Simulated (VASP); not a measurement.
**Run report: SiC, geometry relaxation (part 1 of 2)**

System: SiC (F-43m, 2 atoms in the cell).
Method: Kohn-Sham DFT of a periodic cell, PBE, VASP PAW PBE potentials, recommended, no spin polarisation (VASP 6.6.1).

The structure derives from an entry of the Crystallography Open Database.

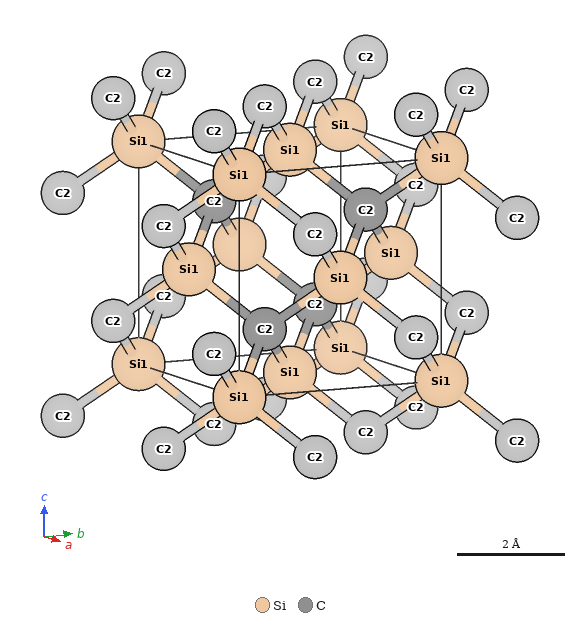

Fig. 1: The input geometry (ball-and-stick view of the cell 4 times as large as that of the calculation, set on its symmetry axes, seen at an oblique angle; neighbours outside the cell are drawn fainter; atoms are numbered from 1 in the order of the input). Near neighbours in the crystal (not all of them lie inside the picture): Si has 4 C at 1.83 Å; C has 4 Si at 1.83 Å.

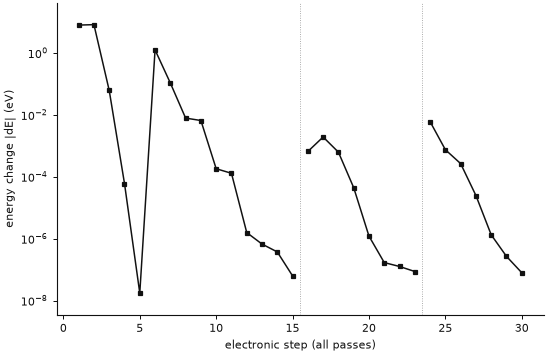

Fig. 2: Convergence of the self-consistent field: energy change |dE| against the electronic step. Each stretch between dotted lines is the SCF of one geometry step of a relaxation. The 3 ionic steps take 7 to 15 electronic steps each. The density is held fixed in the first few steps, and dE rises again when its update begins.

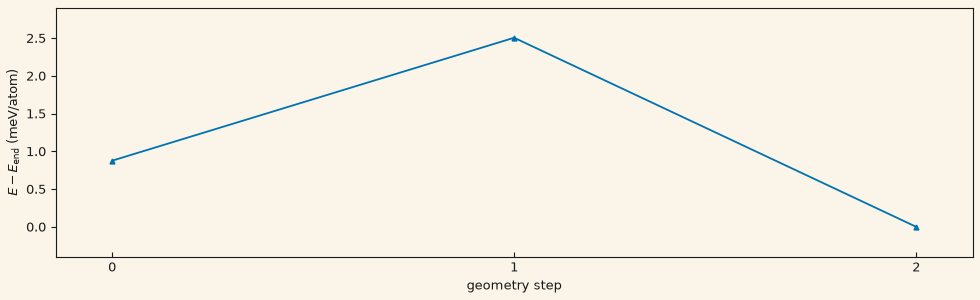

Fig. 3: Progress of the relaxation, step by step (steps are counted from 0). No atom moves by more than 0.005 Å relative to the cell. The volume changes by −1.0 %, with a = b = c 4.236 → 4.222 Å (−0.3 %). Among the contacts that change: Si1–C2 1.834 → 1.828 Å. The space group stays F-43m (No. 216). After 2 geometry steps the energy has fallen by 0.9 meV per atom. All forces vanish by symmetry, so only the cell relaxes. (Atoms are counted from 1 in the order of the input.)

The input that produced these results follows, with the program's output.

### INCAR
```
SYSTEM = SiC
ALGO     = Fast           ! electronic algorithm
EDIFF    = 1E-7           ! SCF threshold, eV
EDIFFG   = -0.002         ! ionic threshold
ENCUT    = 200            ! plane-wave cutoff, eV
GGA      = PE             ! functional
IBRION   = 2              ! ionic algorithm
ISIF     = 3              ! what is computed and relaxed
ISMEAR   = 0              ! smearing method
LASPH    = .TRUE.         ! aspherical terms in the spheres
LCHARG   = .FALSE.        ! write CHGCAR
LREAL    = .FALSE.        ! projectors in reciprocal space
LWAVE    = .FALSE.        ! write WAVECAR
NELM     = 80             ! most SCF steps
NSW      = 80             ! ionic steps
PREC     = Accurate       ! precision mode
SIGMA    = 0.02           ! smearing width, eV
```

### KPOINTS
```
k-points
0
G
  12 12 12
  0 0 0
```

### POSCAR
```
SiC                                     
1.0
    0.0000000000      2.1179490234      2.1179490234
    2.1179490234     -0.0000000000      2.1179490234
    2.1179490234      2.1179490234      0.0000000000
  Si              C             
     1     1
Direct
     0.0000000000000000    0.0000000000000000    0.0000000000000000
     0.2500000000000000    0.2500000000000000    0.2500000000000000
```

Launch command:
```bash
cat potpaw_PBE.64/Si/POTCAR potpaw_PBE.64/C/POTCAR > POTCAR
mpirun -np 1 vasp_std > vasp.out
```

### OSZICAR
```
N       E                     dE             d eps       ncg     rms          rms(c)
DAV:   1    -0.798585887848E+01   -0.79859E+01   -0.26272E+03  1304   0.411E+02
DAV:   2    -0.162388841178E+02   -0.82530E+01   -0.76645E+01  1632   0.612E+01
DAV:   3    -0.163005615384E+02   -0.61677E-01   -0.61677E-01  1360   0.615E+00
DAV:   4    -0.163006220701E+02   -0.60532E-04   -0.60532E-04  1760   0.169E-01
DAV:   5    -0.163006220875E+02   -0.17459E-07   -0.17459E-07  1408   0.199E-03    0.914E+00
RMM:   6    -0.150389691122E+02    0.12617E+01   -0.14762E+00  1152   0.823E+00    0.439E+00
RMM:   7    -0.149316555784E+02    0.10731E+00   -0.54173E-01  1152   0.521E+00    0.158E+00
RMM:   8    -0.149237691210E+02    0.78865E-02   -0.68387E-02  1152   0.204E+00    0.401E-01
RMM:   9    -0.149171814686E+02    0.65877E-02   -0.89404E-03  1152   0.698E-01    0.637E-02
RMM:  10    -0.149173634793E+02   -0.18201E-03   -0.26661E-03  1152   0.377E-01    0.787E-02
RMM:  11    -0.149172336195E+02    0.12986E-03   -0.27966E-04  1152   0.137E-01    0.160E-02
RMM:  12    -0.149172351956E+02   -0.15762E-05   -0.11617E-05  1152   0.323E-02    0.628E-03
RMM:  13    -0.149172358648E+02   -0.66913E-06   -0.38612E-06  1152   0.140E-02    0.123E-03
RMM:  14    -0.149172362375E+02   -0.37277E-06   -0.27203E-07   997   0.483E-03    0.992E-04
RMM:  15    -0.149172363003E+02   -0.62725E-07   -0.22901E-08   856   0.131E-03
   1 F= -.14917236E+02 E0= -.14917236E+02  d E =-.149172E+02
       N       E                     dE             d eps       ncg     rms          rms(c)
DAV:   1    -0.149165792483E+02    0.65699E-03   -0.13901E-01  1600   0.272E+00    0.430E-01
RMM:   2    -0.149146475324E+02    0.19317E-02   -0.12589E-03  1152   0.283E-01    0.229E-01
RMM:   3    -0.149140223020E+02    0.62523E-03   -0.75810E-04  1152   0.208E-01    0.342E-02
RMM:   4    -0.149139778120E+02    0.44490E-04   -0.64108E-05  1152   0.680E-02    0.289E-02
RMM:   5    -0.149139790221E+02   -0.12101E-05   -0.81637E-06  1152   0.241E-02    0.145E-02
RMM:   6    -0.149139791908E+02   -0.16872E-06   -0.11689E-06  1152   0.920E-03    0.242E-03
RMM:   7    -0.149139790644E+02    0.12636E-06   -0.28037E-07   972   0.416E-03    0.265E-03
RMM:   8    -0.149139789775E+02    0.86876E-07   -0.21327E-08   810   0.123E-03
   2 F= -.14913979E+02 E0= -.14913979E+02  d E =0.325732E-02
       N       E                     dE             d eps       ncg     rms          rms(c)
DAV:   1    -0.149200302469E+02   -0.60512E-02   -0.54008E-02  1296   0.169E+00    0.265E-01
RMM:   2    -0.149192807729E+02    0.74947E-03   -0.52459E-04  1152   0.188E-01    0.143E-01
RMM:   3    -0.149190145685E+02    0.26620E-03   -0.29041E-04  1152   0.129E-01    0.220E-02
RMM:   4    -0.149189898002E+02    0.24768E-04   -0.24583E-05  1152   0.425E-02    0.173E-02
RMM:   5    -0.149189884699E+02    0.13303E-05   -0.28858E-06  1152   0.146E-02    0.950E-03
RMM:   6    -0.149189882021E+02    0.26773E-06   -0.38139E-07  1056   0.537E-03    0.199E-03
RMM:   7    -0.149189882814E+02   -0.79299E-07   -0.10108E-07   845   0.248E-03
   3 F= -.14918988E+02 E0= -.14918988E+02  d E =-.175198E-02
```

### Parts of OUTCAR
```
SYSTEM = SiC
   EDIFF = 1E-7
   EDIFFG = -0.002
   ENCUT = 200
   GGA = PE
   IBRION = 2
   ISIF = 3
   ISMEAR = 0
   LASPH = .TRUE.
   LREAL = .FALSE.
   NELM = 80
   NSW = 80
   PREC = Accurate

 ion  position               nearest neighbor table
   1  0.000  0.000  0.000-   2 1.83   2 1.83   2 1.83   2 1.83
   2  0.250  0.250  0.250-   1 1.83   1 1.83   1 1.83   1 1.83

  LATTYP: Found a face centered cubic cell.
 ALAT       =     4.2358980468

  Lattice vectors:

 A1 = (   0.0000000000,   2.1179490234,   2.1179490234)
 A2 = (   2.1179490234,   0.0000000000,   2.1179490234)
 A3 = (   2.1179490234,   2.1179490234,   0.0000000000)

Analysis of symmetry for initial positions (statically):
=====================================================================
 Subroutine PRICEL returns:
 Original cell was already a primitive cell.

 Routine SETGRP: Setting up the symmetry group for a
 face centered cubic supercell.

 Subroutine GETGRP returns: Found 24 space group operations
 (whereof 24 operations were pure point group operations)
 out of a pool of 48 trial point group operations.

The static configuration has the point symmetry T_d .

Analysis of symmetry for dynamics (positions and initial velocities):
=====================================================================
 Subroutine PRICEL returns:
 Original cell was already a primitive cell.

 Routine SETGRP: Setting up the symmetry group for a
 face centered cubic supercell.

 Subroutine GETGRP returns: Found 24 space group operations
 (whereof 24 operations were pure point group operations)
 out of a pool of 48 trial point group operations.

The dynamic configuration has the point symmetry T_d .

 Subroutine INISYM returns: Found 24 space group operations
 (whereof 24 operations are pure point group operations),
 and found     1 'primitive' translations

----------------------------------------------------------------------------------------

                                     Primitive cell

  volume of cell :      19.0010

  direct lattice vectors                    reciprocal lattice vectors
     0.000000000  2.117949023  2.117949023    -0.236077448  0.236077448  0.236077448
     2.117949023  0.000000000  2.117949023     0.236077448 -0.236077448  0.236077448
     2.117949023  2.117949023  0.000000000     0.236077448  0.236077448 -0.236077448

  length of vectors
     2.995232233  2.995232233  2.995232233     0.408898134  0.408898134  0.408898134

  position of ions in fractional coordinates (direct lattice)
     0.000000000  0.000000000  0.000000000
     0.250000000  0.250000000  0.250000000

  ion indices of the primitive-cell ions
   primitive index   ion index
                 1           1
                 2           2

----------------------------------------------------------------------------------------

 KPOINTS: k-points

Automatic generation of k-mesh.
 Grid dimensions read from file:
 generate k-points for:   12   12   12

 Generating k-lattice:

  Cartesian coordinates                     Fractional coordinates (reciprocal lattice)
    -0.019673121  0.019673121  0.019673121     0.083333333  0.000000000  0.000000000
     0.019673121 -0.019673121  0.019673121     0.000000000  0.083333333  0.000000000
     0.019673121  0.019673121 -0.019673121     0.000000000  0.000000000  0.083333333

  Length of vectors
     0.034074845  0.034074845  0.034074845

  Shift w.r.t. Gamma in fractional coordinates (k-lattice)
     0.000000000  0.000000000  0.000000000

 Subroutine IBZKPT returns following result:
 ===========================================

 Found     72 irreducible k-points:

 Following reciprocal coordinates:
            Coordinates               Weight
  0.000000  0.000000  0.000000      1.000000
  0.083333  0.000000  0.000000      8.000000
  0.166667  0.000000  0.000000      8.000000
  0.250000  0.000000  0.000000      8.000000
  0.333333  0.000000  0.000000      8.000000
  0.416667  0.000000  0.000000      8.000000
  0.500000  0.000000  0.000000      4.000000
  0.083333  0.083333  0.000000      6.000000
  0.166667  0.083333  0.000000     24.000000
  0.250000  0.083333  0.000000     24.000000
  0.333333  0.083333  0.000000     24.000000
  0.416667  0.083333  0.000000     24.000000
  0.500000  0.083333  0.000000     24.000000
 -0.416667  0.083333  0.000000     24.000000
 -0.333333  0.083333  0.000000     24.000000
 -0.250000  0.083333  0.000000     24.000000
 -0.166667  0.083333  0.000000     24.000000
 -0.083333  0.083333  0.000000     12.000000
  0.166667  0.166667  0.000000      6.000000
  0.250000  0.166667  0.000000     24.000000
  0.333333  0.166667  0.000000     24.000000
  0.416667  0.166667  0.000000     24.000000
  0.500000  0.166667  0.000000     24.000000
 -0.416667  0.166667  0.000000     24.000000
 [... further k-points ...]
```
